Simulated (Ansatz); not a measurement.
HC7 (slab)

```
C H
1.0
     2.46505    0.00000    0.00000
    -1.23252    2.13480    0.00000
     0.00000    0.00000   26.79871
C H
7 1
Direct
  0.66667 0.33333 0.31718
  0.33333 0.66667 0.31724
  0.33333 0.66667 0.44276
  0.00000 0.00000 0.44281
  0.00000 0.00000 0.56951
  0.66667 0.33333 0.56950
  0.33333 0.66667 0.68674
  0.33333 0.66667 0.72862
```

The SCF solution may not be the lowest one; the program warned that a starting moment wasn't kept; spin-polarised, but the moments vanished.

Method: Ansatz, DFT PBE+D3(BJ), scalar-relativistic, plane waves, PAW.

What will maps of the valence pseudo-density and electron localisation function show?

Answer. C–H (1.12 Å): ρ at the midpoint is about 2 e/Å³; the ELF is about 1 at the midpoint: a covalent bond by its length.

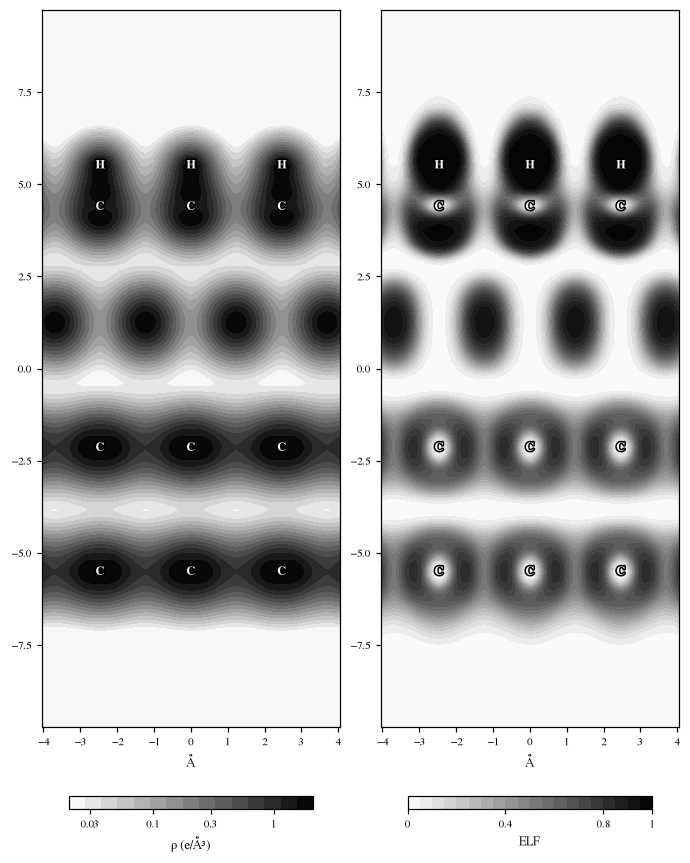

Computed valence pseudo-density and electron localisation function on the (010) plane of the calculation cell, a cut from vacuum to vacuum, in this order. Atoms just off the plane (C, 0.7 Å away) can leave unmarked features too.

The density is the valence pseudo-density of a PAW calculation; it isn't the true density close to the nuclei.
